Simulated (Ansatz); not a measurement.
# Co: which magnetic state does the SCF reach?

How much does the result for Co depend on the starting moments? The same cell is run from several starts. System: Co, the measured crystal structure (space group P6_3/mmc); the cell holds 2 atoms. Source: COD entry 9012950.

Method: DFT PBE, PAW, plane waves, scalar-relativistic, in Ansatz 0.2.0.

**1. The starting structure**

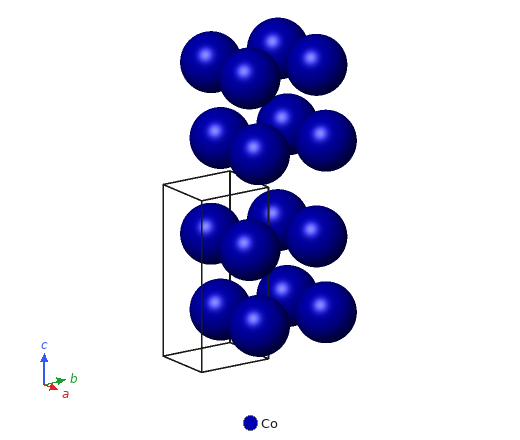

The starting structure, seen slightly off an axis (cobalt blue). 2×2×2 cells are drawn.

Coordinates:

```xyz
2
Lattice="2.5054 0.0000 0.0000 -1.2527 2.1697 0.0000 0.0000 0.0000 4.0893" Properties=species:S:1:pos:R:3 pbc="T T T"
Co    0.0000    1.4465    1.0223
Co    1.2527    0.7232    3.0670
```

Labels such as Co2 number the atoms in the order of the input file.

Planned first: parallel moments, plain SCF; opposed moments +-, plain SCF; no spin polarisation; spin on, no moments given (the program may seed its own), plain SCF. What is tried next depends on their ends.

A plain SCF has the search for lower states switched off and ends at the first converged state. Ends within 0.2 meV/atom and 0.1 μB count as one state.

Moments by site are taken inside atomic spheres; the rest lies between them.

**2. Parallel moments, plain SCF**

Input file input.yaml:

```yaml
crystal:
  lattice:
    - [2.50539998, 0.0, 0.0]
    - [-1.25269999, 2.16974003, 0.0]
    - [0.0, 0.0, 4.0893]
  atoms:
    - { symbol: Co, position: [0.33333333, 0.66666667, 0.25], spin: 3.0 }
    - { symbol: Co, position: [0.66666667, 0.33333333, 0.75], spin: 3.0 }
magnetization:
  spin_polarized: true
hamiltonian:
  xc: pbe
  pseudopotentials: { kind: paw }
basis:
  ecutwfc: 420
kpoints:
  mp_grid: { grid: [13, 13, 7] }
scf:
  occupations: { method: fermi_dirac, width: 0.05 }
  lower_state_search: "off"
output:
  forces: true
  stress: true
```

The log of the run (excerpt; [...] marks lines left out):

```text
[...]
Pseudopotentials: kind: paw
Pseudopotential: Co, paw, valence charge 17, recommended cutoff 420 eV (normal), Co.paw.azcp
Functional definition: PBE
[...]
Crystal: 2 atoms, lattice volume = 22.230 Å³
Basis set: ecut = 420 eV, 427 PW (Γ), exchange–correlation on 36×36×60 points (8 copies of the dense FFT grid, shifted against one another)
Bands: 24, of which v1, the nominal top of the filled ones, is band 17 counted from 1 (16 counted from 0)
Symmetry: 24 space group operations
Space group: P63/mmc (ITA 194), of the structure as read, at distance tolerance 2.8e-5 Å
Magnetic group: BNS 194.263 (UNI 1493), of the structure as read, at distance tolerance 2.8e-5 Å
k-points: 84 of 1183
[...]
Starting moments: Σ|m| = 6 μB on 2 of 2 sites
[...]
SCF iter   1: F=—  HF=-10251.830917 eV  |F-HF|=—  |Δ(HF+E_count)|=         —  Δρ=1.23e-1 (↑1.23e-1 ↓7.89e-2)  dr2=3.34e-1  dr2_m=2.04e0  M=3.831 μB ∫|m|=4.041 μB  β_m=0.30  ethr=9.85e-4  ⟨swp⟩=1.0  Hψ=20667  notcnv=0
[...]
spin-set hold released at iteration 1 (the charge has settled, or the pull on large starting moments outlasts its swing): the magnetisation degrees of freedom join the quasi-Newton model from the next iteration; the mixer history was flushed
[...]
SCF iter   9: F=-10252.304853 eV  HF=-10252.304853 eV  |F-HF|=3.84e-10  |Δ(HF+E_count)|=   1.79e-8  Δρ=7.56e-6 (↑6.50e-6 ↓7.56e-6)  dr2=5.21e-9  dr2_m=2.38e-9  M=3.248 μB ∫|m|=3.598 μB  ethr=2.94e-10  ⟨swp⟩=4.0  Hψ=12002  notcnv=0
[...]
SCF converged after 9 iterations
Magnetization: 3.2481 μB (18.6241 up, 15.3759 down)
Absolute magnetization: 3.5991 μB (∫|ρ↑−ρ↓|, with the PAW one-centre terms)
Spin contamination: 0.0602 ħ² per cell (⟨S²⟩ above its minimum at these occupations)
Per-site moments (μB) at R_I (Å): [(1.7039308487751297, 1.0331405401369893), (1.7039308487751297, 1.0331405401369893)]
Free energy (F): -10252.304853 eV
[...]
E sigma→0 (E₀):  -10252.297192 eV
Entropy (-TS):   -0.015321 eV (-7.661 meV/atom)
Fermi energy:    18.164411 eV
[...]
--- Forces (eV/Å), atoms counted from 1 ---
  atom   1  Co    -0.00000000    -0.00000000     0.00000000
  atom   2  Co     0.00000000     0.00000000    -0.00000000
[...]
--- Stress (GPa, compression-positive) ---
       -3.993423      -0.000000      -0.000000
        0.000000      -3.993423      -0.000000
       -0.000000      -0.000000      -6.379930
  P = ⅓ Tr σ = -4.7889 GPa (-47.889 kbar)
```

It took 2.3 s on 2 threads of an x86-64 CPU, shared host; peak memory 0.36 GiB.

End: ferromagnetic, site moments Co1 1.70, Co2 1.70 μB, total 3.25 μB per cell, no gap on the k-mesh.

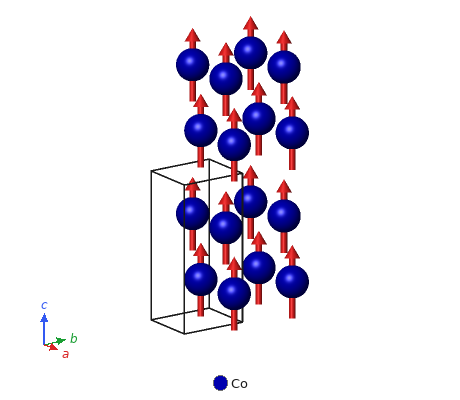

Arrows show the site moments: red and blue are opposite signs, and length grows with size. The axis is drawn upright for the eye.

**3. Opposed moments +-, plain SCF**

input.yaml, as its differences from that of step 2:

```diff
@@ -7,3 +7,3 @@
     - { symbol: Co, position: [0.33333333, 0.66666667, 0.25], spin: 3.0 }
-    - { symbol: Co, position: [0.66666667, 0.33333333, 0.75], spin: 3.0 }
+    - { symbol: Co, position: [0.66666667, 0.33333333, 0.75], spin: -3.0 }
 magnetization:
```

The log of the run:

```text
[... 11 lines as in an earlier run ...]
Symmetry: 12 space group operations
Space group: P-6m2 (ITA 187), of the structure as read, at distance tolerance 2.8e-5 Å
Magnetic group: BNS 194.267 (UNI 1497), of the structure as read, at distance tolerance 2.8e-5 Å
k-points: 84 of 1183 (time reversal used)
[... 4 lines as in an earlier run ...]
Starting moments: Σ|m| = 6 μB on 2 of 2 sites
Starting magnetic order: antiferromagnet; an inversion exchanges its spin sublattices: spin-degenerate at every k-point
[... 2 lines as in an earlier run ...]
iter 1 solved again at ethr=1.25e-3 eV; its pass at ethr=3.10e-3 eV (dr2=4.26e-1 eV) is discarded
SCF iter   1: F=—  HF=-10251.237740 eV  |F-HF|=—  |Δ(HF+E_count)|=         —  Δρ=1.22e-1 (↑1.22e-1 ↓1.22e-1)  dr2=4.26e-1  dr2_m=2.83e0  M=0.000 μB ∫|m|=3.865 μB  β_m=0.30  ethr=1.25e-3  ⟨swp⟩=1.4  Hψ=20870  notcnv=0
Mixer restart at iter 1: flushing history
preconditioner: auto → none  [metal: Δε(μ)=0.004 eV  Ē_g=10.733 eV  σ=0.050 eV  W_gap=0.02  n_scr=8 (ndim 8)  ℏωp=33.4 eV  f_vac=0.000  D(μ)=3.64/eV (n_scr^D=66)  sad-step TF]
[... 1 line as in an earlier run ...]
SCF iter   2: F=—  HF=-10251.407993 eV  |F-HF|=—  |Δ(HF+E_count)|=   1.70e-1  Δρ=9.60e-2 (↑9.60e-2 ↓9.60e-2)  dr2=6.67e-2  dr2_m=1.85e0  M=0.000 μB ∫|m|=3.690 μB  β_m=0.65  ethr=1.25e-3  ⟨swp⟩=2.0  Hψ=5034  notcnv=0
SCF iter   3: F=—  HF=-10252.442239 eV  |F-HF|=—  |Δ(HF+E_count)|=    1.03e0  Δρ=8.40e-2 (↑8.40e-2 ↓8.40e-2)  dr2=2.89e0  dr2_m=2.10e-1  M=-0.001 μB ∫|m|=3.027 μB  β_m=0.48  ethr=1.96e-4  ⟨swp⟩=3.1  Hψ=10120  notcnv=0  defer=112
SCF iter   4: F=—  HF=-10251.812761 eV  |F-HF|=—  |Δ(HF+E_count)|=   6.29e-1  Δρ=1.77e-2 (↑1.77e-2 ↓1.62e-2)  dr2=2.61e-2  dr2_m=4.09e-2  M=0.005 μB ∫|m|=2.744 μB  β_m=0.74  ethr=1.96e-4  ⟨swp⟩=3.1  Hψ=10025  notcnv=0  defer=149
SCF iter   5: F=—  HF=-10251.840941 eV  |F-HF|=—  |Δ(HF+E_count)|=   2.82e-2  Δρ=2.94e-2 (↑1.26e-2 ↓2.94e-2)  dr2=3.04e-1  dr2_m=2.52e-2  M=-0.116 μB ∫|m|=2.555 μB  β_m=0.79  ethr=7.67e-5  ⟨swp⟩=2.3  Hψ=7030  notcnv=0  defer=156  recentre
SCF iter   6: F=—  HF=-10252.051193 eV  |F-HF|=—  |Δ(HF+E_count)|=   2.10e-1  Δρ=1.19e-1 (↑1.19e-1 ↓8.55e-2)  dr2=7.42e0  dr2_m=3.93e-1  M=0.552 μB ∫|m|=2.406 μB  β_m=0.45  ethr=7.67e-5  ⟨swp⟩=3.0  Hψ=8183  notcnv=0  defer=158
SCF iter   7: F=—  HF=-10251.834858 eV  |F-HF|=—  |Δ(HF+E_count)|=   2.16e-1  Δρ=4.82e-3 (↑4.82e-3 ↓3.93e-3)  dr2=1.08e-2  dr2_m=1.03e-3  M=-0.028 μB ∫|m|=2.333 μB  β_m=0.52  ethr=7.67e-5  ⟨swp⟩=2.3  Hψ=9138  notcnv=0  defer=164
SCF iter   8: F=—  HF=-10251.835455 eV  |F-HF|=—  |Δ(HF+E_count)|=   5.97e-4  Δρ=1.76e-3 (↑1.27e-3 ↓1.76e-3)  dr2=8.68e-4  dr2_m=1.86e-4  M=-0.003 μB ∫|m|=2.310 μB  β_m=0.70  ethr=3.17e-5  ⟨swp⟩=1.3  Hψ=4032  notcnv=0  defer=164
SCF iter   9: F=—  HF=-10251.836004 eV  |F-HF|=—  |Δ(HF+E_count)|=   5.48e-4  Δρ=1.33e-3 (↑1.33e-3 ↓9.60e-4)  dr2=6.13e-4  dr2_m=1.06e-4  M=-0.015 μB ∫|m|=2.320 μB  β_m=0.82  ethr=2.55e-6  ⟨swp⟩=1.2  Hψ=4149  notcnv=0  defer=164
SCF iter  10: F=—  HF=-10251.836210 eV  |F-HF|=—  |Δ(HF+E_count)|=   2.07e-4  Δρ=1.81e-3 (↑1.42e-3 ↓1.81e-3)  dr2=1.44e-3  dr2_m=1.45e-4  M=-0.022 μB ∫|m|=2.319 μB  β_m=0.91  ethr=1.80e-6  ⟨swp⟩=2.2  Hψ=5761  notcnv=0  defer=164
SCF iter  11: F=—  HF=-10251.836259 eV  |F-HF|=—  |Δ(HF+E_count)|=   4.85e-5  Δρ=1.25e-3 (↑8.57e-4 ↓1.25e-3)  dr2=6.15e-4  dr2_m=1.14e-4  M=-0.025 μB ∫|m|=2.309 μB  β_m=0.90  ethr=1.80e-6  ⟨swp⟩=1.1  Hψ=4011  notcnv=0  defer=164
SCF iter  12: F=—  HF=-10251.836308 eV  |F-HF|=—  |Δ(HF+E_count)|=   4.92e-5  Δρ=2.12e-3 (↑2.12e-3 ↓1.72e-3)  dr2=1.96e-3  dr2_m=2.50e-4  M=-0.036 μB ∫|m|=2.303 μB  β_m=0.41  ethr=1.80e-6  ⟨swp⟩=1.8  Hψ=4511  notcnv=0  defer=164  recentre
SCF iter  13: F=—  HF=-10251.836330 eV  |F-HF|=—  |Δ(HF+E_count)|=   2.18e-5  Δρ=2.23e-3 (↑1.91e-3 ↓2.23e-3)  dr2=2.13e-3  dr2_m=3.64e-4  M=-0.047 μB ∫|m|=2.303 μB  β_m=0.66  ethr=1.80e-6  ⟨swp⟩=1.7  Hψ=4538  notcnv=0  defer=164
SCF iter  14: F=—  HF=-10251.836505 eV  |F-HF|=—  |Δ(HF+E_count)|=   1.76e-4  Δρ=3.66e-3 (↑3.66e-3 ↓3.44e-3)  dr2=6.22e-3  dr2_m=1.13e-3  M=-0.083 μB ∫|m|=2.297 μB  β_m=0.36  ethr=1.80e-6  ⟨swp⟩=1.4  Hψ=4259  notcnv=0  defer=164  recentre
SCF iter  15: F=—  HF=-10251.836240 eV  |F-HF|=—  |Δ(HF+E_count)|=   2.66e-4  Δρ=6.54e-4 (↑4.58e-4 ↓6.54e-4)  dr2=2.39e-4  dr2_m=4.42e-6  M=-0.011 μB ∫|m|=2.302 μB  β_m=0.93  ethr=1.80e-6  ⟨swp⟩=1.6  Hψ=4337  notcnv=0  defer=164
SCF iter  16: F=—  HF=-10251.836232 eV  |F-HF|=—  |Δ(HF+E_count)|=   7.25e-6  Δρ=7.64e-4 (↑7.64e-4 ↓6.15e-4)  dr2=2.18e-4  dr2_m=4.78e-5  M=-0.018 μB ∫|m|=2.306 μB  β_m=0.97  ethr=7.02e-7  ⟨swp⟩=1.0  Hψ=3868  notcnv=0  defer=164
SCF iter  17: F=—  HF=-10251.836232 eV  |F-HF|=—  |Δ(HF+E_count)|=   5.69e-7  Δρ=6.65e-4 (↑6.65e-4 ↓5.81e-4)  dr2=2.07e-4  dr2_m=3.34e-5  M=-0.013 μB ∫|m|=2.306 μB  β_m=0.98  ethr=6.41e-7  ⟨swp⟩=1.0  Hψ=3868  notcnv=0  defer=164
SCF iter  18: F=—  HF=-10251.836223 eV  |F-HF|=—  |Δ(HF+E_count)|=   8.73e-6  Δρ=1.99e-4 (↑1.99e-4 ↓1.89e-4)  dr2=2.13e-5  dr2_m=2.93e-6  M=-0.004 μB ∫|m|=2.306 μB  β_m=0.99  ethr=6.09e-7  ⟨swp⟩=1.0  Hψ=3868  notcnv=0  defer=164
SCF iter  19: F=—  HF=-10251.836226 eV  |F-HF|=—  |Δ(HF+E_count)|=   2.94e-6  Δρ=1.63e-4 (↑1.63e-4 ↓1.63e-4)  dr2=1.44e-5  dr2_m=1.89e-6  M=0.003 μB ∫|m|=2.307 μB  β_m=1.00  ethr=6.27e-8  ⟨swp⟩=1.0  Hψ=3868  notcnv=0  defer=164
SCF iter  20: F=—  HF=-10251.836226 eV  |F-HF|=—  |Δ(HF+E_count)|=   3.93e-7  Δρ=8.90e-5 (↑8.90e-5 ↓8.48e-5)  dr2=4.39e-6  dr2_m=5.73e-7  M=0.002 μB ∫|m|=2.307 μB  β_m=1.00  ethr=4.24e-8  ⟨swp⟩=1.0  Hψ=3868  notcnv=0  defer=164
SCF iter  21: F=-10251.836226 eV  HF=-10251.836226 eV  |F-HF|=1.03e-9  |Δ(HF+E_count)|=   1.65e-7  Δρ=3.62e-6 (↑3.16e-6 ↓3.62e-6)  dr2=1.21e-9  dr2_m=1.69e-9  M=0.000 μB ∫|m|=2.306 μB  ethr=2.94e-10  ⟨swp⟩=2.3  Hψ=11598  notcnv=0
The SCF converged. Along the directions that its mixing steps explored, a Ritz value of the dielectric operator 1 − χ₀K read negative at each of the last 4 readings (its real part and the size of its imaginary part sum to between -0.38 and -0.32).
SCF 1 converged in 21 iterations: F = -10251.836226 eV  dr2 = 1.21e-9
No search for a lower state was made along the close's negative reading: the deck asks for none (scf.lower_state_search: off) (following: asked_to_warn; scf.lower_state_search in the input reference).
SCF converged after 21 iterations
Magnetization: 0.0001 μB (17.0001 up, 16.9999 down)
Absolute magnetization: 2.3064 μB (∫|ρ↑−ρ↓|, with the PAW one-centre terms)
Spin contamination: 0.8443 ħ² per cell (⟨S²⟩ above its minimum at these occupations)
Per-site moments (μB) at R_I (Å): [(1.1259926927140504, 1.0331405401369893), (-1.1258713721213165, 1.0331405401369893)]
Free energy (F): -10251.836226 eV
Harris-Foulkes:  -10251.836226 eV  (|F-HF|=1.03e-9)
Internal energy: -10251.792892 eV  (E = F + TS)
E sigma→0 (E₀):  -10251.814559 eV
Entropy (-TS):   -0.043334 eV (-21.667 meV/atom)
Fermi energy:    18.182967 eV
--- Per-component energies (eV) ---
  E_band       = -505.466321
  E_kinetic    = 906.004271
  E_local      = -5731.876149  (includes V_loc(G=0)·N_el)
  E_nonlocal   = 907.162305
  E_hartree    = 2399.023408
  E_xc         = -317.506542
  E_vxc        = -409.692520  (∫ρ·V_xc dr)
  E_paw        = -3028.959928  (= ΣΔE_a)
  E_vpaw       = -975.112320  (= ΣTr[D̂ρ^β])
  E_aug_tail   = 0.000154  (compensation charges beyond the density's cutoff)
  E_ewald      = -5385.640410
  E_smearing   = -0.043334  (= −TS)
  E_closure    = 0.000000  (closes the sum)
  Σ components = -10251.836226   (vs F -10251.836226, Δ=0.00e0)
--- Forces (eV/Å), atoms counted from 1 ---
  atom   1  Co     0.00000000     0.00000000     0.00000000
  atom   2  Co    -0.00000000     0.00000000    -0.00000000
  max |Σ_I F_I| component: 1.85e-17 eV/Å
--- Stress (GPa, compression-positive) ---
       -9.782949      -0.000000      -0.000000
       -0.000000      -9.782949      -0.000000
       -0.000000      -0.000000      -8.286704
  P = ⅓ Tr σ = -9.2842 GPa (-92.842 kbar)
```

Wall time 6.1 s (2 threads of an x86-64 CPU, shared host); peak memory 0.39 GiB.

End: antiferromagnetic (magnetic neighbours of Co1 with a moment over 0.3 of its own that point the other way: 6 of 12 at 2.50 Å, 6 of 6 at 3.54 Å), site moments Co1 1.13, Co2 -1.13 μB, total 0.00 μB per cell, no gap on the k-mesh. It lies 234 meV/atom above the lowest state so far (step 2). The program's check reads this end as a saddle point, not a minimum.

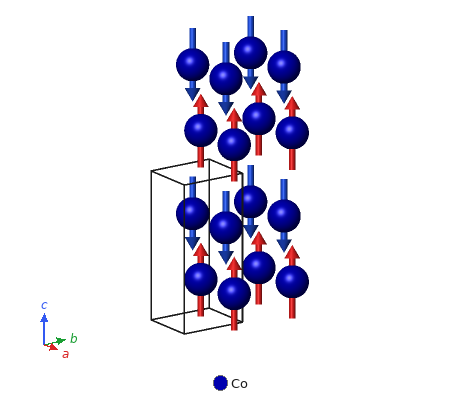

Arrows show the site moments: red and blue are opposite signs, and length grows with size. The axis is drawn upright for the eye.

**4. No spin polarisation**

input.yaml, as its differences from that of step 3:

```diff
@@ -6,6 +6,4 @@
   atoms:
-    - { symbol: Co, position: [0.33333333, 0.66666667, 0.25], spin: 3.0 }
-    - { symbol: Co, position: [0.66666667, 0.33333333, 0.75], spin: -3.0 }
-magnetization:
-  spin_polarized: true
+    - { symbol: Co, position: [0.33333333, 0.66666667, 0.25] }
+    - { symbol: Co, position: [0.66666667, 0.33333333, 0.75] }
 hamiltonian:
```

The log of the run (excerpt; [...] marks lines left out):

```text
[... 10 lines as in an earlier run ...]
Bands: 21, of which v1, the nominal top of the filled ones, is band 17 counted from 1 (16 counted from 0)
[... 6 lines as in an earlier run ...]
[...]
[... 2 lines as in an earlier run ...]
SCF iter   1: F=—  HF=-10251.802911 eV  |F-HF|=—  |Δ(HF+E_count)|=         —  Δρ=3.85e-3  dr2=8.73e-4  ethr=1.77e-3  ⟨swp⟩=5.0  Hψ=6642  notcnv=0
[...]
SCF iter   6: F=-10251.804352 eV  HF=-10251.804352 eV  |F-HF|=4.52e-9  |Δ(HF+E_count)|=   2.66e-8  Δρ=7.34e-6  dr2=4.89e-9  ethr=1.35e-10  ⟨swp⟩=2.2  Hψ=6245  notcnv=0
[...]
SCF converged after 6 iterations
Free energy (F): -10251.804352 eV
[...]
E sigma→0 (E₀):  -10251.777248 eV
Entropy (-TS):   -0.054208 eV (-27.104 meV/atom)
Fermi energy:    18.071380 eV
[...]
--- Forces (eV/Å), atoms counted from 1 ---
  atom   1  Co    -0.00000000    -0.00000000     0.00000000
  atom   2  Co     0.00000000     0.00000000    -0.00000000
[...]
--- Stress (GPa, compression-positive) ---
      -14.548859      -0.000000      -0.000000
       -0.000000     -14.548859      -0.000000
       -0.000000      -0.000000     -17.492127
  P = ⅓ Tr σ = -15.5299 GPa (-155.299 kbar)
```

Run time: 0.95 s. Hardware: 2 threads of an x86-64 CPU, shared host; peak memory 0.37 GiB.

The state reached is non-magnetic (no spin polarisation), no gap on the k-mesh. It lies 250 meV/atom above the lowest state so far (step 2).

**5. Spin on, no moments given (the program may seed its own), plain SCF**

input.yaml, as its differences from that of step 4:

```diff
@@ -21 +21,3 @@
   stress: true
+magnetization:
+  spin_polarized: true
```

The log of the run (excerpt; [...] marks lines left out):

```text
band count auto-derived: 24 (N_el = 34.0; filled up to band 17; 21 by the electrons, moments and atoms)
[... 20 lines as in an earlier run ...]
[...]
SCF iter   1: F=—  HF=-10249.967610 eV  |F-HF|=—  |Δ(HF+E_count)|=         —  Δρ=3.15e-1 (↑2.70e-1 ↓3.15e-1)  dr2=2.82e-1  dr2_m=1.74e1  M=4.083 μB ∫|m|=4.083 μB  ethr=1.00e-3  ⟨swp⟩=1.5  Hψ=10404  notcnv=0
[...]
SCF iter  10: F=-10252.304853 eV  HF=-10252.304853 eV  |F-HF|=9.93e-10  |Δ(HF+E_count)|=   3.14e-8  Δρ=3.26e-6 (↑3.26e-6 ↓1.25e-6)  dr2=1.68e-9  dr2_m=5.99e-10  M=3.248 μB ∫|m|=3.598 μB  ethr=2.47e-10  ⟨swp⟩=1.9  Hψ=12277  notcnv=0
[...]
SCF converged after 10 iterations
an eigenvalue changed by more than its tolerance at an iteration that met the thresholds in force, so the SCF went on 1 time: the last check found none over its tolerance
Magnetization: 3.2481 μB (18.6241 up, 15.3759 down)
Absolute magnetization: 3.5991 μB (∫|ρ↑−ρ↓|, with the PAW one-centre terms)
Spin contamination: 0.0602 ħ² per cell (⟨S²⟩ above its minimum at these occupations)
Per-site moments (μB) at R_I (Å): [(1.7039243296003779, 1.0331405401369893), (1.7039243296003779, 1.0331405401369893)]
Free energy (F): -10252.304853 eV
[...]
E sigma→0 (E₀):  -10252.297192 eV
Entropy (-TS):   -0.015321 eV (-7.661 meV/atom)
Fermi energy:    18.164458 eV
[... 24 lines left out: energy terms, forces, stress ...]
```

Wall time 2.7 s (2 threads of an x86-64 CPU, shared host); peak memory 0.39 GiB.

The run ends in the same state as step 2 (ferromagnetic); it took 10 iterations.

**6. Parallel moments scaled by 0.2, plain SCF**

input.yaml, as its differences from that of step 5:

```diff
@@ -6,4 +6,6 @@
   atoms:
-    - { symbol: Co, position: [0.33333333, 0.66666667, 0.25] }
-    - { symbol: Co, position: [0.66666667, 0.33333333, 0.75] }
+    - { symbol: Co, position: [0.33333333, 0.66666667, 0.25], spin: 0.6 }
+    - { symbol: Co, position: [0.66666667, 0.33333333, 0.75], spin: 0.6 }
+magnetization:
+  spin_polarized: true
 hamiltonian:
@@ -21,3 +23 @@
   stress: true
-magnetization:
-  spin_polarized: true
```

The log of the run (excerpt; [...] marks lines left out):

```text
[... 10 lines as in an earlier run ...]
Bands: 22, of which v1, the nominal top of the filled ones, is band 17 counted from 1 (16 counted from 0)
[... 8 lines as in an earlier run ...]
Starting moments: Σ|m| = 1.2 μB on 2 of 2 sites
[... 2 lines as in an earlier run ...]
[...]
SCF iter   1: F=—  HF=-10251.958158 eV  |F-HF|=—  |Δ(HF+E_count)|=         —  Δρ=6.91e-2 (↑2.06e-2 ↓6.91e-2)  dr2=2.97e-1  dr2_m=3.93e-1  M=1.555 μB ∫|m|=1.577 μB  β_m=1.00  ethr=8.72e-4  ⟨swp⟩=1.0  Hψ=18947  notcnv=0
[...]
spin-set hold released at iteration 8 (site moments contracting): the magnetisation degrees of freedom join the quasi-Newton model from the next iteration; the mixer history was flushed
[...]
SCF iter  15: F=-10252.304853 eV  HF=-10252.304853 eV  |F-HF|=4.07e-9  |Δ(HF+E_count)|=   5.30e-8  Δρ=1.54e-5 (↑1.19e-5 ↓1.54e-5)  dr2=1.62e-9  dr2_m=3.77e-8  M=3.248 μB ∫|m|=3.598 μB  ethr=1.21e-10  ⟨swp⟩=3.6  Hψ=10572  notcnv=0
[...]
SCF converged after 15 iterations
Magnetization: 3.2481 μB (18.6241 up, 15.3759 down)
Absolute magnetization: 3.5990 μB (∫|ρ↑−ρ↓|, with the PAW one-centre terms)
Spin contamination: 0.0602 ħ² per cell (⟨S²⟩ above its minimum at these occupations)
Per-site moments (μB) at R_I (Å): [(1.7038918531430802, 1.0331405401369893), (1.70389185314308, 1.0331405401369893)]
Free energy (F): -10252.304853 eV
[...]
E sigma→0 (E₀):  -10252.297192 eV
Entropy (-TS):   -0.015322 eV (-7.661 meV/atom)
Fermi energy:    18.164406 eV
[... 24 lines left out: energy terms, forces, stress ...]
```

Wall time 3.2 s (2 threads of an x86-64 CPU, shared host); peak memory 0.35 GiB.

Nothing new: the 15 iterations lead to the state found in step 2 (ferromagnetic).

(Part 1 of 2 ends here.)
